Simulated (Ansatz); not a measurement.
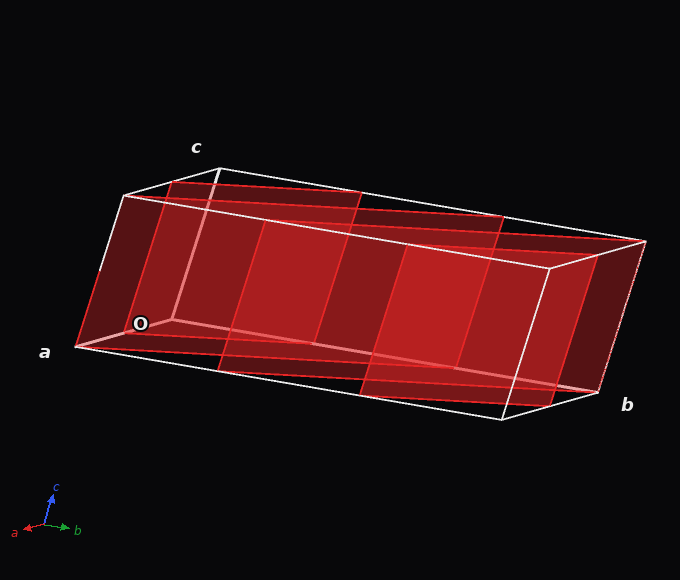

For Ta, the end point of a relaxation with DFT, r2SCAN, plane waves (500 eV) with PAW, scalar-relativistic (Ansatz 0.2.0); the starting structure was generated, so it need not be a known form of this composition: every member of one family of equally spaced planes, hx + ky + lz = a whole number, that cuts the unit cell is shaded (one member passes through the origin O, touching the cell only at an edge or corner). Symmetry computed with spglib at a tolerance of 0.002 Å; standard conventional cell.

a = 2.878 Å, b = 9.906 Å, c = 2.962 Å, α = 90.00°, β = 119.04°, γ = 90.00°.

**Index the planes.**

(2 3 0); the opposite sign names the same planes. The member next to the origin meets the axes a at 1/2, b at 1/3, c never.

**What is the spacing?**

d = 1.176 Å.
